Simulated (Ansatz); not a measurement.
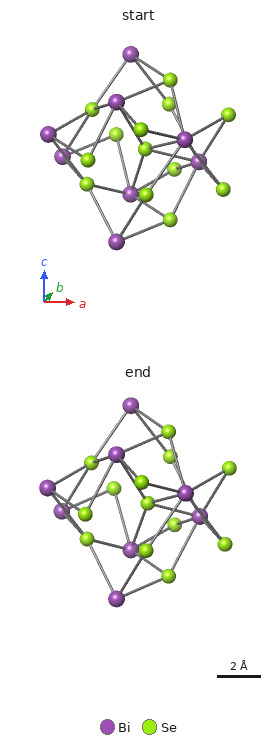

The structure of solid BiSe$_{2}$ (built on the SiO2-122 type type) before (top) and after (bottom) a relaxation, at one scale.

The picture is a ball-and-stick view of the atoms within 5.0 Å of the atom that moves most (axes of the conventional cell (2 times the calculation's cell)), seen slightly off an axis. Lengths and directions refer to the drawn axes.

Theory: DFT, r2SCAN+rVV10, plane waves, PAW (Ansatz 0.2.0). Settings: plane-wave cutoff 500 eV; k-point mesh 6 × 6 × 6; occupations fermi dirac; smearing width 0.03 eV; no spin polarisation; cell and atoms relaxed; force threshold 0.01 eV/Å; at most 120 steps.

Summarise the run.

The energy falls by 11.7 meV per atom in 4 accepted moves (5 points after the start). The largest force component goes from 0.15 to 0.00037 eV/Å. The pressure goes from 1.58 to −0.01 GPa. The SCF was repeated once at an unchanged geometry on a basis and grid sized afresh for the cell, which shifted the energy by 0.2 meV per atom at most. The largest moves relative to the cell, 0.11 Å, are those of Se atoms. Bi stays in place. Cell: a = b 6.615 → 6.696 Å (+1.2 %), c 6.764 → 6.982 Å (+3.2 %). Volume +5.8 %. Among the contacts that change: Bi–Se 3.204 → 3.320 Å, Bi–Se 2.926 → 2.883 Å. Bond angles that change, for instance: Bi–Se–Bi 141.9° → 138.8°, Bi–Se–Bi 78.8° → 81.8°, Bi–Se–Bi 140.6° → 142.9°. The space group stays I-42d (No. 122). The run took 3.6 min on 2 threads of Intel(R) Xeon(R) Processor @ 2.70GHz, on a shared host, peak memory 1 GiB.
